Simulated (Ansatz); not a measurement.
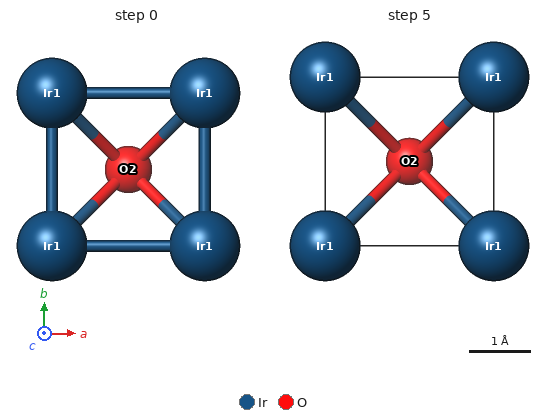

The structure of solid IrO (built on the CsCl (B2) type) (coarse preliminary run) before (left) and after (right) a relaxation, at one scale.

The picture is a ball-and-stick view of the cell of the calculation, seen along the c axis.

The calculation used DFT r2SCAN, scalar-relativistic, plane waves, PAW in Ansatz. Set-up: plane-wave cutoff 500 eV; k-point mesh 8 × 8 × 8; occupations gaussian; smearing width 0.1 eV; collinear spin; cell and atoms relaxed; force threshold 0.05 eV/Å; at most 80 steps.

Question: What changed between the two?

Answer: The atoms keep their places relative to the cell (all moves are under 0.005 Å). The volume changes by +35.0 %, with a = b = c 2.521 → 2.787 Å (+10.5 %). Near-neighbour distances that change, for instance: Ir1–Ir1 2.521 → 2.787 Å, Ir1–O2 2.183 → 2.413 Å. The space group stays Pm-3m (No. 221). The energy falls by 1106 meV per atom in 4 accepted moves (5 points after the start). All forces vanish by symmetry, so only the cell relaxes. The pressure goes from 166.52 to 0.42 GPa. At 1 point the geometry stayed and the basis and grid were re-selected for the new cell (energy shift of 5.7 meV per atom at most each time).
